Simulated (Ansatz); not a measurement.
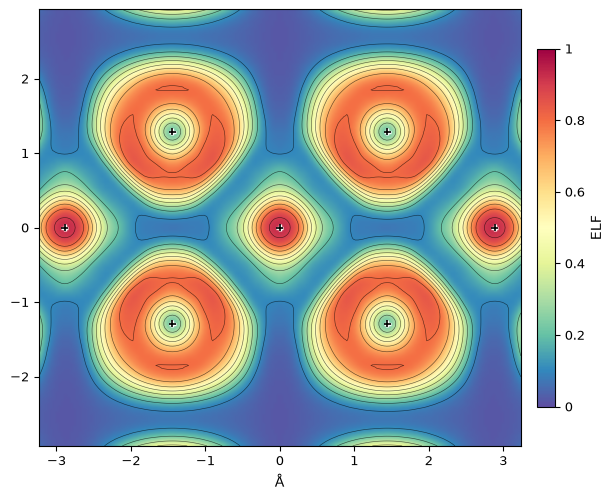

The ELF on a plane through atoms (crosses mark nuclei in the plane).

Level of theory: DFT r2SCAN, scalar-relativistic, plane waves, PAW in Ansatz 0.2.0.

Candidates:
A. Si, a = 6.88 Å, b = 6.88 Å, c = 3.95 Å, α = 90.00°, β = 90.00°, γ = 90.00°. Space group I4/mmm; a structure from a database of computed crystals, not necessarily the ambient phase; changed on purpose from its base cell (volume × 1.10, shape and atoms relaxed); computed pressure about −7 GPa in this cell.
B. CuO, a = 2.89 Å, b = 2.89 Å, c = 5.16 Å, α = 90.00°, β = 90.00°, γ = 90.19°. Space group Cccm; a structure from a database of computed crystals, not necessarily the ambient phase; spin-polarised.

Which candidate gave the map?

Candidate B: CuO on the (100) plane of the cell of the magnetic structure, which holds Cu and O. Cu–O (1.94 Å): the ELF peaks at about 0.85 in the valence shell of O, 0.6 Å from its nucleus, and is about 0.20 at the midpoint: no localised pair shows between them.
